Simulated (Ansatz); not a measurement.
Read the following structure.

```cif
data_structure
_symmetry_space_group_name_H-M 'P 1'
_symmetry_Int_Tables_number 1
_cell_length_a 4.9488
_cell_length_b 4.9488
_cell_length_c 7.3179
_cell_angle_alpha 90.000
_cell_angle_beta 90.000
_cell_angle_gamma 90.000
_cell_volume 179.22
loop_
_atom_site_label
_atom_site_type_symbol
_atom_site_fract_x
_atom_site_fract_y
_atom_site_fract_z
_atom_site_occupancy
Si1 Si 0.00000 0.00000 0.00000 1
Si2 Si 0.00000 0.50000 0.25000 1
O1 O 0.09746 0.25000 0.12500 1
O2 O 0.25000 0.59746 0.37500 1
O3 O 0.75000 0.40254 0.37500 1
O4 O 0.90254 0.75000 0.12500 1
Si3 Si 0.50000 0.50000 0.50000 1
Si4 Si 0.50000 0.00000 0.75000 1
O5 O 0.59746 0.75000 0.62500 1
O6 O 0.75000 0.09746 0.87500 1
O7 O 0.25000 0.90254 0.87500 1
O8 O 0.40254 0.25000 0.62500 1
```

**Summarise the structure in words.**

The material is SiO2. Symmetry: I-42d (No. 122), body-centred tetragonal lattice. Counting shared atoms by their share gives 4 Si, 8 O, or 12 atoms. Around each Si lie four O in a tetrahedral arrangement at 1.61 Å. O is linked to two Si in a bent arrangement at 1.61 Å. The bonds build a three-dimensional framework.

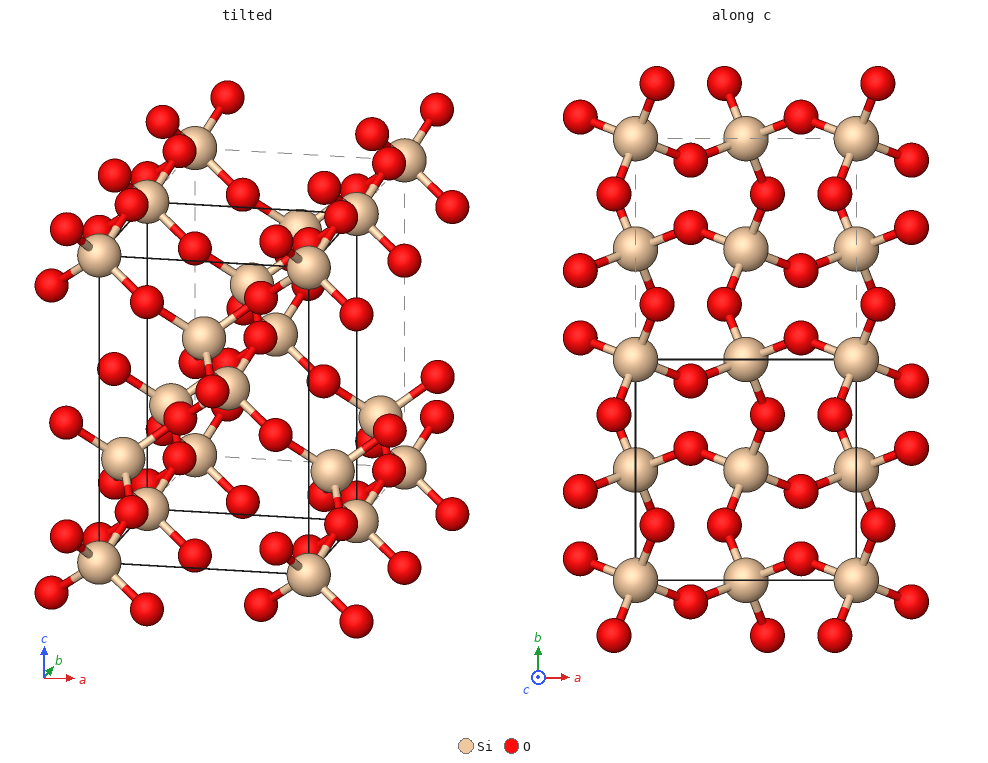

Drawn in the ball-and-stick manner and seen slightly off an axis and along the c axis. The drawing covers 1×2×1 cells, and the solid lines enclose one conventional unit cell. A few atoms beyond the faces are included.

Its origin is a structure listed in the Materials Project, with elements exchanged, so it need not be a known form of the compound. Earlier steps of the study, as a rule a relaxation of our own, may have changed the cell and positions, so they can lie some per cent off the listed ones. It was run through Ansatz as a DFT input.
